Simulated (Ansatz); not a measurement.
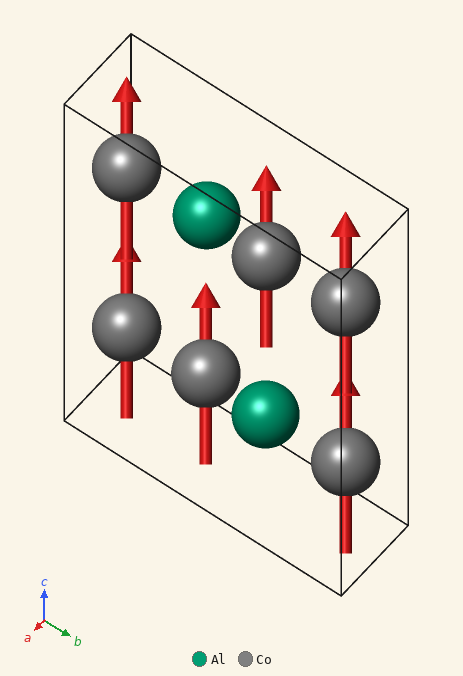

We look at a spheres-only model of the crystal slightly off an axis. The cell (the run's own, in a reduced setting) is outlined; an atom on or near a face, edge or corner is repeated at each equivalent position. Arrows are the site magnetic moments above 0.25 μB; longer means larger, and red and blue are up and down (without spin-orbit coupling the axis itself is arbitrary).

This is the state reached for AlCo3. Method: DFT PBEsol, scalar-relativistic, plane waves, PAW in Ansatz; plane waves up to 420 eV, k-points about 0.16 Å⁻¹ apart, Gaussian smearing of 0.15 eV, collinear spins.

Question: Characterise the magnetic order.

Answer: Ferromagnetic (within this cell). Site moments: 6 Co +1.3 μB. The net spin moment of the whole cell is 7.4 μB, including what lies between the atoms and on sites without an arrow.

Its origin is a structure listed in the Materials Project. The cell was then strained or its atoms displaced on purpose. Ansatz was used for an electronic-structure calculation on it.
